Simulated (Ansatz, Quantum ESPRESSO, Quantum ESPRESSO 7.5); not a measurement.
**Evanescent states of LiF, rock salt type, lattice constant set to 4.128 Å**

Wanted: the complex band structure of LiF, rock salt type, lattice constant set to 4.128 Å, as for a tunnel barrier.

Main program and level: Quantum ESPRESSO 7.5; plane-wave DFT, LDA, GBRV ultrasoft pseudopotentials (cross-check by Ansatz 0.2.0 with PAW datasets).

The structure was built from a prototype and need not be the compound's stable phase.

**1. The structure**

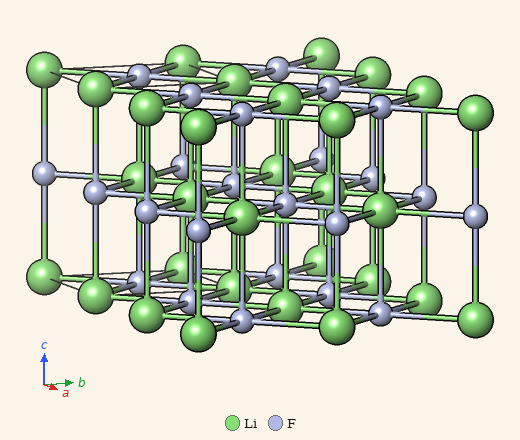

The starting structure, seen from the side, with the c axis up (lithium green, fluorine light blue). 3×2×1 cells are drawn. Some periodic images of atoms are drawn too.

As a file:

```cif
data_structure
_symmetry_space_group_name_H-M 'P 1'
_symmetry_Int_Tables_number 1
_cell_length_a 2.9189
_cell_length_b 2.9189
_cell_length_c 4.1280
_cell_angle_alpha 90.000
_cell_angle_beta 90.000
_cell_angle_gamma 90.000
_cell_volume 35.17
loop_
_atom_site_label
_atom_site_type_symbol
_atom_site_fract_x
_atom_site_fract_y
_atom_site_fract_z
_atom_site_occupancy
Li1 Li 0.00000 0.00000 0.00000 1
F2 F 0.50000 0.50000 0.00000 1
Li3 Li 0.50000 0.50000 0.50000 1
F4 F 0.00000 0.00000 0.50000 1
```

**2. Self-consistent run**

pwcond needs a cell whose third axis lies along the current and stands perpendicular to the other two.

File scf.in:

```
&control
  prefix = 'scf'
  outdir = './out'
  pseudo_dir = './pseudo'
  calculation = 'scf'
  tprnfor = .true.
/
&system
  ibrav = 0
  nat = 4
  ntyp = 2
  ecutwfc = 40
  ecutrho = 200
  occupations = 'fixed'
  nbnd = 14
/
&electrons
  conv_thr = 1e-09
  mixing_beta = 0.6
  electron_maxstep = 120
/
ATOMIC_SPECIES
  Li  6.9400  li_lda_v1.4.uspp.F.UPF
  F   18.9984  f_lda_v1.4.uspp.F.UPF
CELL_PARAMETERS angstrom
  2.91893679273807 0.00000000000000 0.00000000000000
  0.00000000000000 2.91893679273807 0.00000000000000
  0.00000000000000 0.00000000000000 4.12800000000000
ATOMIC_POSITIONS crystal
  Li  0.000000000000 0.000000000000 0.000000000000
  F   0.500000000000 0.500000000000 0.000000000000
  Li  0.500000000000 0.500000000000 0.500000000000
  F   0.000000000000 0.000000000000 0.500000000000
K_POINTS automatic
  8 8 6 0 0 0
```

Started as:

```bash
OMP_NUM_THREADS=1 mpirun -n 2 pw.x -nk 2 -in scf.in > scf.out
```

Output:

```text
Program PWSCF v.7.5 starts
[citation notice left out]

     Parallel version (MPI & OpenMP), running on       2 processor cores
     Number of MPI processes:                 2
     Threads/MPI process:                     1

     MPI processes distributed on     1 nodes
[...]
Current dimensions of program PWSCF are:
     Max number of different atomic species (ntypx) = 10
     Max number of k-points (npk) =  40000
     Max angular momentum in pseudopotentials (lmaxx) =  4
     Found identity + ( -0.5000 -0.5000 -0.5000) symmetry
     This is a supercell, fractional translations are disabled
     Message from routine setup:
     using ibrav=0 with symmetry is DISCOURAGED, use correct ibrav instead

     K-points division:     npool     =       2
     Subspace diagonalization in iterative solution of the eigenvalue problem:
     a serial algorithm will be used

     G-vector sticks info
     --------------------
     sticks:   dense  smooth     PW     G-vecs:    dense   smooth      PW
     Sum         489     385    129                11427     8103    1489

     Using Slab Decomposition

     bravais-lattice index     =            0
     lattice parameter (alat)  =       5.5160  a.u.
     unit-cell volume          =     237.3481 (a.u.)^3
     number of atoms/cell      =            4
     number of atomic types    =            2
     number of electrons       =        20.00
     number of Kohn-Sham states=           14
     kinetic-energy cutoff     =      40.0000  Ry
     charge density cutoff     =     200.0000  Ry
     scf convergence threshold =      1.0E-09
     mixing beta               =       0.6000
     number of iterations used =            8  plain     mixing
     Exchange-correlation=  SLA  PZ   NOGX NOGC
                           (   1   1   0   0   0   0   0)

     celldm(1)=   5.515991  celldm(2)=   0.000000  celldm(3)=   0.000000
     celldm(4)=   0.000000  celldm(5)=   0.000000  celldm(6)=   0.000000

     crystal axes: (cart. coord. in units of alat)
               a(1) = (   1.000000   0.000000   0.000000 )
               a(2) = (   0.000000   1.000000   0.000000 )
               a(3) = (   0.000000   0.000000   1.414214 )

     reciprocal axes: (cart. coord. in units 2 pi/alat)
               b(1) = (  1.000000  0.000000  0.000000 )
               b(2) = (  0.000000  1.000000  0.000000 )
               b(3) = (  0.000000  0.000000  0.707107 )

     PseudoPot. # 1 for Li read from file:
     ./pseudo/li_lda_v1.4.uspp.F.UPF
     Pseudo is Ultrasoft, Zval =  3.0
     Generated by new atomic code, or converted to UPF format
     Using radial grid of  751 points,  5 beta functions with:
                l(1) =   0
                l(2) =   0
                l(3) =   0
                l(4) =   1
                l(5) =   1
     Q(r) pseudized with 10 coefficients,  rinner =    1.150   1.150   1.150

     PseudoPot. # 2 for F  read from file:
     ./pseudo/f_lda_v1.4.uspp.F.UPF
     Pseudo is Ultrasoft, Zval =  7.0
     Generated by new atomic code, or converted to UPF format
     Using radial grid of  799 points,  4 beta functions with:
                l(1) =   0
                l(2) =   0
                l(3) =   1
                l(4) =   1
     Q(r) pseudized with  8 coefficients,  rinner =    0.950   0.950   0.950

     atomic species   valence    mass     pseudopotential
     Li                3.00     6.94000     Li( 1.00)
     F                 7.00    18.99840     F ( 1.00)

     16 Sym. Ops., with inversion, found

   Cartesian axes

     site n.     atom                  positions (alat units)
         1        Li     tau(   1) = (   0.0000000   0.0000000   0.0000000  )
         2        F      tau(   2) = (   0.5000000   0.5000000   0.0000000  )
         3        Li     tau(   3) = (   0.5000000   0.5000000   0.7071068  )
         4        F      tau(   4) = (   0.0000000   0.0000000   0.7071068  )

     number of k points=    60
                       cart. coord. in units 2pi/alat
        k(    1) = (   0.0000000   0.0000000   0.0000000), wk =   0.0052083
        k(    2) = (   0.0000000   0.0000000   0.1178511), wk =   0.0104167
        k(    3) = (   0.0000000   0.0000000   0.2357023), wk =   0.0104167
        k(    4) = (   0.0000000   0.0000000  -0.3535534), wk =   0.0052083
        k(    5) = (   0.0000000   0.1250000   0.0000000), wk =   0.0208333
        k(    6) = (   0.0000000   0.1250000   0.1178511), wk =   0.0416667
        k(    7) = (   0.0000000   0.1250000   0.2357023), wk =   0.0416667
        k(    8) = (   0.0000000   0.1250000  -0.3535534), wk =   0.0208333
        k(    9) = (   0.0000000   0.2500000   0.0000000), wk =   0.0208333
        k(   10) = (   0.0000000   0.2500000   0.1178511), wk =   0.0416667
[...]
k(   60) = (  -0.5000000  -0.5000000  -0.3535534), wk =   0.0052083

     Dense  grid:    11427 G-vectors     FFT dimensions: (  25,  25,  36)

     Smooth grid:     8103 G-vectors     FFT dimensions: (  24,  24,  32)

     Estimated max dynamical RAM per process >      19.81 MB

     Estimated total dynamical RAM >      36.82 MB

     Initial potential from superposition of free atoms

     starting charge      19.0985, renormalised to      20.0000
     Starting wfcs are   18 randomized atomic wfcs

     total cpu time spent up to now is        0.8 secs

     per-process dynamical memory:    18.9 Mb

     Self-consistent Calculation

     iteration #  1     ecut=    40.00 Ry     beta= 0.60
     Davidson diagonalization with overlap
     ethr =  1.00E-02,  avg # of iterations =  2.8

     Threshold (ethr) on eigenvalues was too large:
     Diagonalizing with lowered threshold

     Davidson diagonalization with overlap
     ethr =  4.25E-04,  avg # of iterations =  1.3

     total cpu time spent up to now is        1.2 secs

     total energy              =    -126.24878393 Ry
     estimated scf accuracy    <       0.08824417 Ry

     iteration #  2     ecut=    40.00 Ry     beta= 0.60
[...]
total energy              =    -126.26098562 Ry
     estimated scf accuracy    <       0.02431366 Ry

     iteration #  3     ecut=    40.00 Ry     beta= 0.60
[...]
total energy              =    -126.26589281 Ry
     estimated scf accuracy    <       0.00192568 Ry

     iteration #  4     ecut=    40.00 Ry     beta= 0.60
[...]
total energy              =    -126.26616541 Ry
     estimated scf accuracy    <       0.00001808 Ry

     iteration #  5     ecut=    40.00 Ry     beta= 0.60
[...]
total energy              =    -126.26617998 Ry
     estimated scf accuracy    <       0.00000629 Ry

     iteration #  6     ecut=    40.00 Ry     beta= 0.60
[...]
total energy              =    -126.26618078 Ry
     estimated scf accuracy    <       0.00000019 Ry

     iteration #  7     ecut=    40.00 Ry     beta= 0.60
[...]
total energy              =    -126.26618085 Ry
     estimated scf accuracy    <       0.00000001 Ry

     iteration #  8     ecut=    40.00 Ry     beta= 0.60
[...]
End of self-consistent calculation

          k = 0.0000 0.0000 0.0000 (  1023 PWs)   bands (ev):

   -39.9612 -39.8979 -19.4883 -18.8633  -2.8997  -1.0210  -1.0210  -0.0975
    -0.0974  -0.0974   8.0897  13.6616  15.6077  16.1728

          k = 0.0000 0.0000 0.1179 (  1028 PWs)   bands (ev):

   -39.9568 -39.9019 -19.4551 -18.9152  -2.6992  -0.9613  -0.9613  -0.2737
    -0.1614  -0.1614   8.3735  13.0236  15.8497  16.5986

          k = 0.0000 0.0000 0.2357 (  1016 PWs)   bands (ev):

   -39.9447 -39.9131 -19.3587 -19.0485  -2.1611  -0.7963  -0.7963  -0.7616
    -0.3344  -0.3344   9.1741  11.7352  16.5742  17.4231

          k = 0.0000 0.0000-0.3536 (  1008 PWs)   bands (ev):

   -39.9287 -39.9287 -19.2128 -19.2128  -1.4487  -1.4487  -0.5674  -0.5674
    -0.5674  -0.5674  10.3590  10.3590  17.7769  17.7769

          k = 0.0000 0.1250 0.0000 (  1031 PWs)   bands (ev):

   -39.9563 -39.8977 -19.4516 -18.8711  -2.7754  -1.1886  -0.9544  -0.3559
    -0.1721  -0.0960   8.3954  13.6845  14.8498  16.4158

          k = 0.0000 0.1250 0.1179 (  1021 PWs)   bands (ev):

   -39.9521 -39.9014 -19.4209 -18.9193  -2.6034  -1.1085  -0.8981  -0.6002
    -0.1546  -0.1269   8.6251  12.9812  15.1540  16.7721

[...]
highest occupied, lowest unoccupied level (ev):    -0.0960    8.0897

!    total energy              =    -126.26618085 Ry
     estimated scf accuracy    <          7.4E-10 Ry

     The total energy is the sum of the following terms:
     one-electron contribution =     -57.16799531 Ry
     hartree contribution      =      35.75432113 Ry
     xc contribution           =     -24.93988146 Ry
     ewald contribution        =     -79.91262521 Ry

     convergence has been achieved in   8 iterations

     Forces acting on atoms (cartesian axes, Ry/au):

     atom    1 type  1   force =     0.00000000    0.00000000    0.00000000
     atom    2 type  2   force =     0.00000000    0.00000000    0.00000000
     atom    3 type  1   force =     0.00000000    0.00000000    0.00000000
     atom    4 type  2   force =     0.00000000    0.00000000    0.00000000

     Total force =     0.000000     Total SCF correction =     0.000000

[...]
=------------------------------------------------------------------------------=
   JOB DONE.
=------------------------------------------------------------------------------=
```

Run time: 3.8 s. Hardware: 2 MPI ranks of Intel Xeon 6975P-C (Granite Rapids), shared host; peak memory 0.13 GiB.

This step gave:

- free energy: -1717.9389 eV
- valence top, on the run's zero: -0.09597 eV
- conduction bottom, on the run's zero: 8.090 eV
- gap by band count: 8.186 eV

The run needed 8 iterations to bring the estimated error under 1e-09 Ry.

[end of part 1 of 3]

[Logs are printed without paths, hosts, clocks, repeated set-up lines and the standing remarks that a program may print on its own settings, such as how far it seeks lower states.]

[Hosts, paths, dates, database ids (printed as entryN), source tags and the programs' standing remarks are cut or masked in the printed files.]

[Maps of the electrostatic potential energy from Ansatz leave out the sawtooth potential of an applied field or a dipole correction, so their vacuum need not be flat; planar profiles and work functions include it.]
